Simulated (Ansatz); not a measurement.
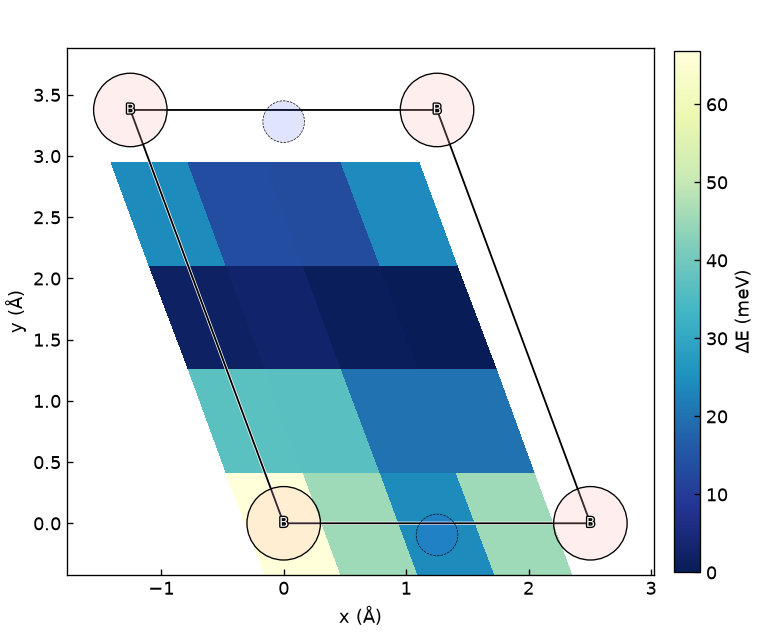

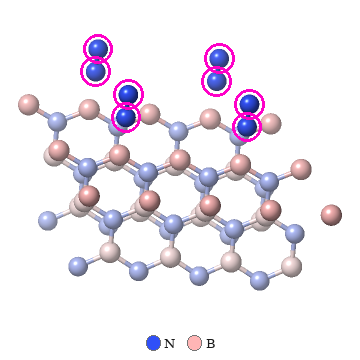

Energy landscape of N₂ on a BN(101) slab cut from the R3m phase, its upper half relaxed before the scan (12 atoms of substrate and one adsorbate in a 2 × 1 cell). N2 is moved over the surface cell at a fixed height above a rigid substrate; the origin of the map has the adsorbate above B11; the height is held at 2.90 Å. Places are given modulo a cell vector. The map is drawn in real space over the plane of the surface. Grid: 4 × 4 points. Places are given in fractions of the 1 × 1 surface cell. Energies are in meV, from the lowest grid point. At a fixed height the lowest place need not be the adsorption site. All numbers below come from DFT PBE+D3(BJ), scalar-relativistic, plane waves, PAW (Ansatz). Settings: cutoff 420 eV, k-mesh 6×8×1, gaussian smearing 0.05 eV, no spin polarisation.

Drawn: one coloured cell a grid point, labelled circles for the atoms of the top layer and small ones for the second layer, the outline of one cell of the plane. The second picture is the structure at the lowest point; rings mark the moved atoms.

Where are the lowest and the highest points?

Answer. The lowest grid point is at (3/4, 2/4) of the cell vectors. The highest grid point, the top site over a surface B atom, (0/4, 0/4) of the cell vectors, lies 66.9 meV above the lowest.

Each point was launched as `ansatz run input.yaml --threads 1 --pin off --max-ram 3072MiB --backend cpu --events-out ev --progress --plain --runs-dir out`. The whole map (16 points run) took 47 min on 1 thread of Arm Neoverse N1, with other jobs on the host.

PAW datasets: the set soft_1.
